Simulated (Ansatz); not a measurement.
LiNbO3: geometry relaxation (part 5 of 5)

LiNbO3 (slab, 30 atoms in the cell); DFT PBEsol, scalar-relativistic, plane waves, PAW, no spin polarisation (Ansatz 0.2.0); cutoff 420 eV, 6×6×1 k-mesh, Gaussian smearing of 0.05 eV. The structure derives from an entry of the Crystallography Open Database. It belongs to a series of runs on one base structure; here: (1 0 1) slab, atoms relaxed.

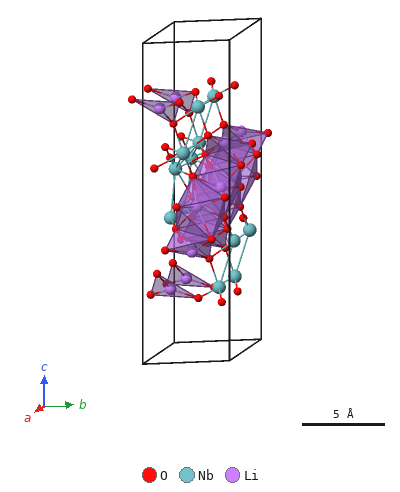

Figure 1. The geometry at step 18 of the log (polyhedral view of the 2 × 1 repeat of the cell, with the vacuum cut short, seen slightly off an axis; polyhedra are completed across the faces of the cell).

### Trajectory as extended XYZ, continued
```
30
Lattice="5.1952 0.0000 0.0000 -2.5976 4.9597 0.0000 0.0000 0.0000 27.4958" Properties=species:S:1:pos:R:3:forces:R:3 step=17 energy=-38313.38382
O     4.7794   -0.5596    7.3541   -0.0066   0.0012   0.0039
Nb    0.6281    3.9321    8.0647    0.0165   0.0075  -0.0115
O     5.1609    2.5013    7.2687   -0.0053  -0.0023  -0.0010
Li    0.5636    0.8735    7.8664   -0.0038  -0.0051  -0.0056
O     2.0869    0.3102    8.9983   -0.0005  -0.0050  -0.0051
O     0.9979    3.3870    9.8798   -0.0018   0.0075   0.0140
Li    2.6313    2.6099   10.4819   -0.0056   0.0041  -0.0023
O     4.0935    1.2053   10.7312   -0.0215   0.0037  -0.0156
Nb   -0.0140    4.7393   10.8914    0.0427  -0.0160  -0.0014
O    -1.6682    4.0127   11.4093   -0.0211  -0.0076   0.0096
O     1.6910    1.4351   11.7627   -0.0012   0.0169   0.0019
Nb   -0.0449    0.7654   12.2122    0.0247  -0.0164   0.0167
O     1.0422    4.3323   12.4670   -0.0089  -0.0003   0.0012
Li    2.5928    2.8970   13.2938    0.0002  -0.0018  -0.0002
O    -0.6518    2.0103   13.4927   -0.0065  -0.0001   0.0078
O    -1.9458    4.7921   14.0031    0.0065   0.0001  -0.0078
Li    0.0049    3.9055   14.2020   -0.0002   0.0018   0.0002
O     1.5554    2.4701   15.0288    0.0089   0.0003  -0.0012
Nb    0.0449    1.0774   15.2836   -0.0247   0.0164  -0.0167
O     3.5042    0.4076   15.7331    0.0012  -0.0169  -0.0019
O    -0.9294    2.7897   16.0865    0.0211   0.0076  -0.0096
Nb    2.6116    2.0631   16.6044   -0.0427   0.0160   0.0014
O     1.1017    0.6375   16.7646    0.0215  -0.0037   0.0156
Li   -0.0337    4.1925   17.0139    0.0056  -0.0041   0.0023
O     1.5997    3.4154   17.6161    0.0018  -0.0075  -0.0140
O     3.1083    1.5326   18.4975    0.0005   0.0050   0.0051
Li   -0.5636    0.9693   19.6294    0.0038   0.0051   0.0056
O    -2.5633    4.3011   20.2271    0.0053   0.0023   0.0010
Nb    1.9695    2.8703   19.4311   -0.0165  -0.0075   0.0115
O     0.4158    2.4024   20.1418    0.0066  -0.0012  -0.0039
30
Lattice="5.1952 0.0000 0.0000 -2.5976 4.9597 0.0000 0.0000 0.0000 27.4958" Properties=species:S:1:pos:R:3:forces:R:3 step=18 energy=-38313.38415
O     4.7790   -0.5622    7.3503   -0.0052   0.0016   0.0037
Nb    0.6292    3.9300    8.0643    0.0012  -0.0059  -0.0126
O     5.1599    2.4989    7.2698    0.0023   0.0084   0.0057
Li    0.5645    0.8697    7.8618   -0.0014  -0.0017  -0.0035
O     2.0873    0.3074    8.9973   -0.0010  -0.0038  -0.0091
O     1.0001    3.3874    9.8800   -0.0002   0.0005   0.0093
Li    2.6310    2.6101   10.4836    0.0003   0.0005  -0.0021
O     4.0926    1.2049   10.7320   -0.0107  -0.0020  -0.0074
Nb   -0.0124    4.7384   10.8912    0.0291  -0.0054   0.0002
O    -1.6678    4.0123   11.4096   -0.0112   0.0010   0.0096
O     1.6911    1.4353   11.7624   -0.0062   0.0082   0.0029
Nb   -0.0436    0.7642   12.2125    0.0152  -0.0044   0.0065
O     1.0421    4.3316   12.4674   -0.0073  -0.0029  -0.0003
Li    2.5932    2.8959   13.2947   -0.0002  -0.0008  -0.0011
O    -0.6520    2.0095   13.4931   -0.0065   0.0035   0.0025
O    -1.9456    4.7929   14.0027    0.0065  -0.0035  -0.0025
Li    0.0044    3.9065   14.2011    0.0002   0.0008   0.0011
O     1.5555    2.4708   15.0285    0.0073   0.0029   0.0003
Nb    0.0436    1.0786   15.2833   -0.0152   0.0044  -0.0065
O     3.5041    0.4075   15.7334    0.0062  -0.0082  -0.0029
O    -0.9298    2.7901   16.0862    0.0112  -0.0010  -0.0096
Nb    2.6100    2.0640   16.6047   -0.0291   0.0054  -0.0002
O     1.1026    0.6378   16.7639    0.0107   0.0020   0.0074
Li   -0.0334    4.1923   17.0122   -0.0003  -0.0005   0.0021
O     1.5975    3.4150   17.6158    0.0002  -0.0005  -0.0093
O     3.1079    1.5353   18.4985    0.0010   0.0038   0.0091
Li   -0.5645    0.9730   19.6340    0.0014   0.0017   0.0035
O    -2.5623    4.3035   20.2260   -0.0023  -0.0084  -0.0057
Nb    1.9684    2.8724   19.4315   -0.0012   0.0059   0.0126
O     0.4162    2.4049   20.1455    0.0052  -0.0016  -0.0038
30
Lattice="5.1952 0.0000 0.0000 -2.5976 4.9597 0.0000 0.0000 0.0000 27.4958" Properties=species:S:1:pos:R:3:forces:R:3 step=19 energy=-38313.38440
O     4.7773   -0.5663    7.3455   -0.0002   0.0024   0.0015
Nb    0.6301    3.9255    8.0645   -0.0041  -0.0048  -0.0052
O     5.1583    2.4947    7.2720    0.0007   0.0008   0.0010
Li    0.5656    0.8638    7.8552    0.0015  -0.0004  -0.0008
O     2.0872    0.3022    8.9954   -0.0001  -0.0012  -0.0037
O     1.0037    3.3864    9.8812   -0.0027  -0.0010   0.0012
Li    2.6324    2.6099   10.4861    0.0054  -0.0013  -0.0011
O     4.0922    1.2032   10.7326   -0.0034  -0.0028  -0.0022
Nb   -0.0094    4.7367   10.8908    0.0045   0.0035   0.0061
O    -1.6664    4.0123   11.4112    0.0008   0.0037   0.0032
O     1.6916    1.4355   11.7622   -0.0065  -0.0020   0.0022
Nb   -0.0413    0.7625   12.2132    0.0085   0.0079  -0.0009
O     1.0424    4.3301   12.4680   -0.0026  -0.0025  -0.0019
Li    2.5936    2.8945   13.2953   -0.0004   0.0007  -0.0013
O    -0.6528    2.0086   13.4932   -0.0001  -0.0012  -0.0037
O    -1.9448    4.7938   14.0026    0.0001   0.0012   0.0037
Li    0.0040    3.9079   14.2005    0.0004  -0.0007   0.0013
O     1.5552    2.4723   15.0278    0.0026   0.0025   0.0019
Nb    0.0413    1.0803   15.2826   -0.0085  -0.0079   0.0009
O     3.5036    0.4072   15.7336    0.0065   0.0020  -0.0022
O    -0.9312    2.7902   16.0846   -0.0008  -0.0037  -0.0032
Nb    2.6070    2.0657   16.6050   -0.0045  -0.0035  -0.0061
O     1.1030    0.6396   16.7632    0.0034   0.0028   0.0022
Li   -0.0348    4.1925   17.0097   -0.0054   0.0013   0.0011
O     1.5939    3.4160   17.6146    0.0027   0.0010  -0.0012
O     3.1080    1.5406   18.5004    0.0001   0.0012   0.0037
Li   -0.5656    0.9790   19.6407   -0.0015   0.0004   0.0008
O    -2.5607    4.3077   20.2238   -0.0007  -0.0008  -0.0010
Nb    1.9675    2.8769   19.4313    0.0041   0.0048   0.0052
O     0.4179    2.4091   20.1504    0.0002  -0.0024  -0.0015
```

### Results in brief

```tsv
quantity	value
outcome	converged
electrons treated	204
free energy	−38313.3844 eV
work function, top face	6.05 eV
work function, bottom face	6.05 eV
Fermi energy	0.911 eV
gap on the k-point mesh	2.86 eV
final volume	708.47 Å³
work function (upper face)	6.05 eV
largest force (length of the vector) at the end	0.012 eV/Å
hardware	4 threads of Intel Xeon (Sapphire Rapids), 32 GiB of memory available, shared host
wall time	18 min (CPU time 70 min)
peak memory	2.9 GiB
```

The program warns: the exchange-correlation potential is rough where the density is thin.
